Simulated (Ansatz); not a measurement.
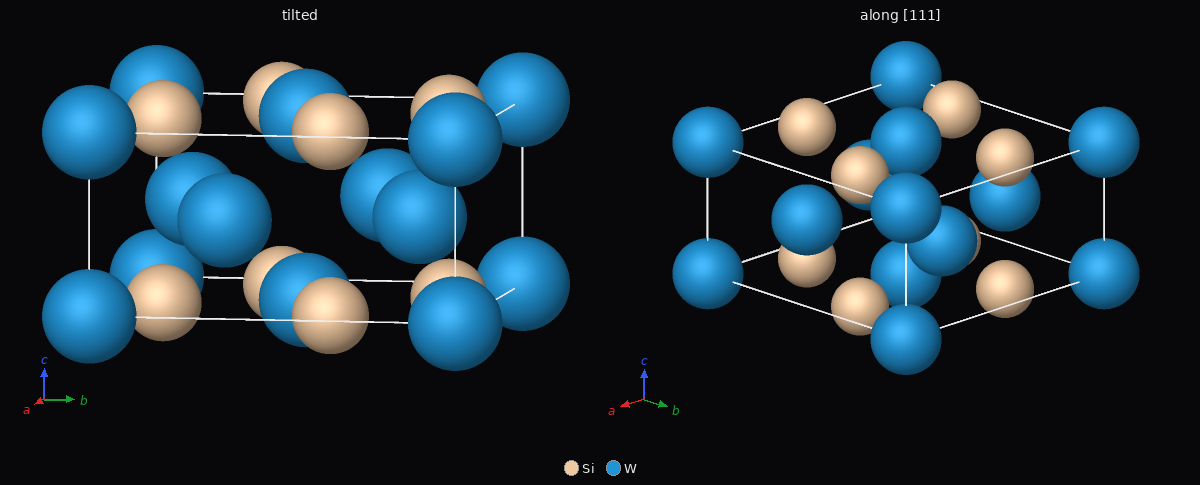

View slightly off an axis and along [111], drawn as a spheres-only model. The conventional unit cell is drawn as a box. Cell: a = 6.582 Å, b = 6.582 Å, c = 3.275 Å, α = 90.00°, β = 90.00°, γ = 90.00°.

Description:

Formula: Si$_{2}$W$_{3}$. The structure has P4/mbm (No. 127) symmetry and a primitive tetragonal lattice. There are 10 atoms in the cell: 4 Si, 6 W.

It derives from a structure listed in the Materials Project. Earlier steps of the study, as a rule a relaxation of our own, may have changed the cell and positions, so they can lie some per cent off the listed ones. It went into a calculation with Ansatz.
